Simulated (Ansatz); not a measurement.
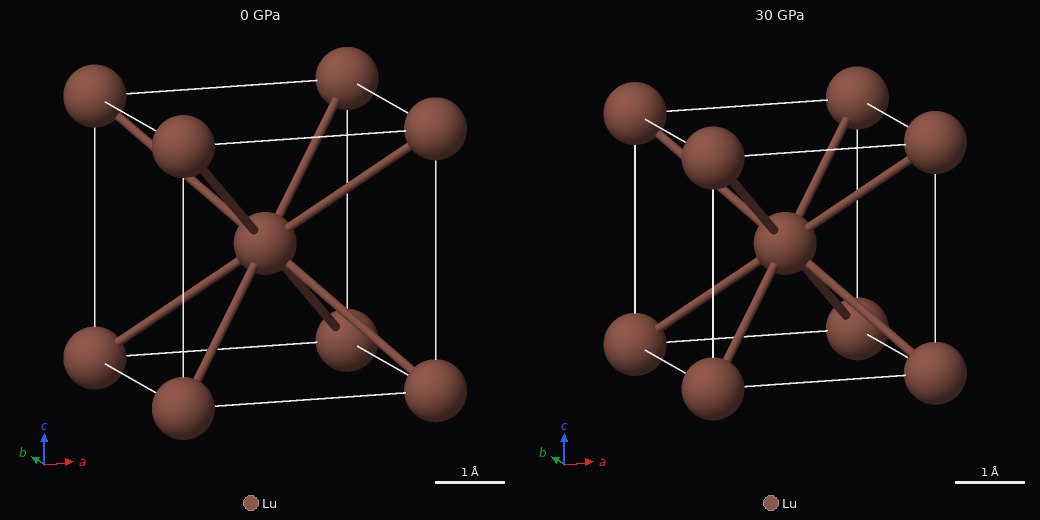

Lu, body-centred cubic (W type), space group Im-3m (No. 229), relaxed (cell and atoms) under a series of hydrostatic pressures; the conventional cell is drawn at the lowest and the highest, to one scale (sticks follow a distance rule). The start was a structure listed in the Materials Project. This isn't the form of Lu at room conditions, which is hcp.

Alike in all runs: Ansatz 0.2.0; functional r2SCAN; potentials Ansatz PAW; cutoff 500 eV; k mesh 10 × 10 × 10 on the run's cell of 1 atom; occupations fermi-dirac, width 0.05 eV; no spin polarisation; no spin-orbit coupling.

| pressure (GPa) | volume (Å³/atom) | a (Å) |
| --- | --- | --- |
| 0.0 | 29.492 | 3.893 |
| 2.0 | 28.307 | 3.840 |
| 5.0 | ? | ? |
| 10.0 | 24.902 | 3.679 |
| 20.0 | 22.070 | 3.534 |
| 30.0 | 20.191 | 3.431 |

Question: What equation of state do the given rows imply, and what volume does it predict for the missing row?

Answer: The fit gives V0 = 29.52 Å³/atom, B0 = 44 GPa and B0′ = 3.2, which puts the volume at 5.0 GPa at 26.80 Å³/atom. The run gave volume 26.825 Å³/atom; a 3.772 Å.

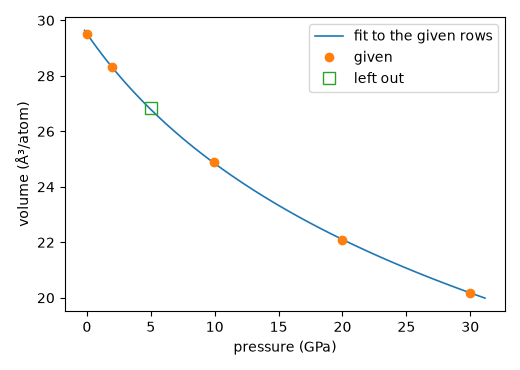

Volume against pressure, with the fit. The structure was kept in its own symmetry, so a change to another phase within this range wouldn't be seen.

Caveat: the plane-wave basis is chosen anew once the cell has moved, so the energies of steps on either side of that aren't comparable; the PAW data sets were made with another functional, which shifts forces and pressure a little.
